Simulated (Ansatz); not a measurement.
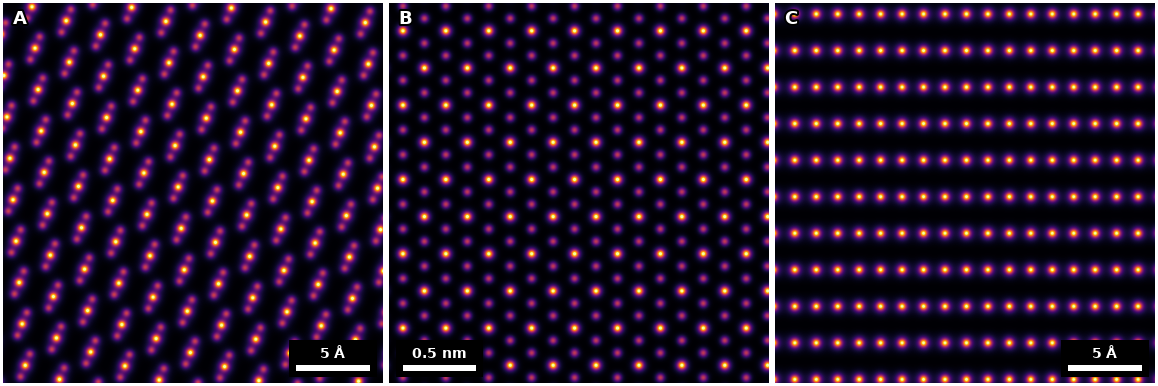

Three views of Ta (P6_3/mmc, No. 194) along different zone axes. Computed as the sum of neutral-atom potentials (tabulated electron scattering factors, B = 0.5 Å²) projected along the beam and smoothed by 0.25 Å; brighter is more positive. Structure: the input geometry of a calculation; the starting structure was generated, so it need not be a known form of this composition.

```
Ta
1.0
     2.96013    0.00000    0.00000
    -1.48006    2.56354    0.00000
     0.00000    0.00000   10.08241
Ta
4
Direct
  0.00000 0.00000 0.00000
  0.00000 0.00000 0.50000
  0.33333 0.66667 0.25000
  0.66667 0.33333 0.75000
```

**Match the panels to the zone axes [001], [201] and [210].**

A is [201]: projected cell 2.55 × 2.86 Å, 116°, plane group c2mm. B is [001]: projected cell 2.96 × 2.96 Å, 120°, plane group p6mm. C is [210]: projected cell 1.48 × 2.52 Å, 90°, plane group p2mm.
